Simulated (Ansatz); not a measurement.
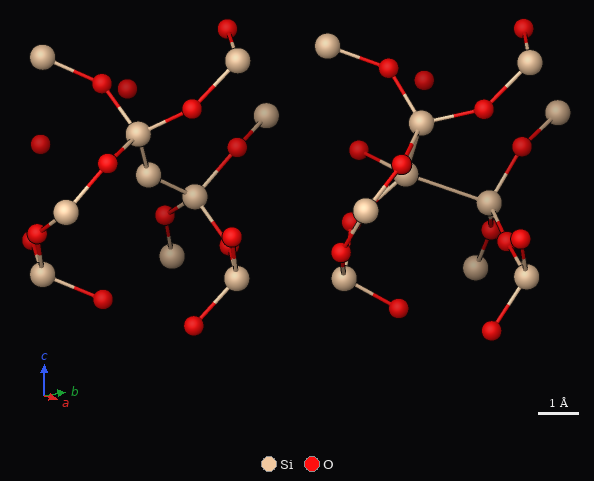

Two geometries of a defect cell of composition Si25O47 (cell charge +2), drawn at one scale. One is the start of a relaxation, the other its converged end. The picture is a ball-and-stick view of the atoms within 4.2 Å of the atom that moves most (axes of the cell of the calculation, reduced to other axes (origin shifted)), seen slightly off an axis. Lengths and directions refer to the drawn axes.

These are results of DFT, PBEsol, PAW, plane waves in Ansatz 0.2.0, not measurements. Set-up: plane-wave cutoff 420 eV; k-point mesh 1 × 1 × 1; mesh shifted by (0.25, 0.25, 0.25); no spin polarisation; atoms relaxed in a fixed cell; force threshold 0.03 eV/Å; at most 80 steps.

### Which one is relaxed?

The right one is the relaxed one. A Si atom moves most: 1.22 Å along [−2 −1 0]. Largest moves by element: Si 1.22 Å, O 0.99 Å. The cell stays as it was. Some distances before and after: O–Si 3.555 → 1.804 Å, O–Si 3.548 → 1.821 Å, Si–Si 1.600 → 2.367 Å, Si–Si 1.620 → 2.312 Å. New bonds form, among them: O–Si (3.55 → 1.82 Å), O–Si (3.56 → 1.80 Å). Bond angles that change, for instance: Si–Si–Si 142.4° → 105.3°, Si–O–Si 139.1° → 175.9°, Si–O–Si 140.4° → 160.2°. Over 18 geometry steps the energy falls by 19.218 eV per cell of the calculation. The largest force component goes from 30 to 0.03 eV/Å. Cost: 20 s on 1 × NVIDIA GB300 Max-Q with 8 threads of Arm Neoverse-V2, peak memory 1.9 GiB.

Limits of the set-up: the cell is charged, on a uniform background, and energies carry no finite-size correction.
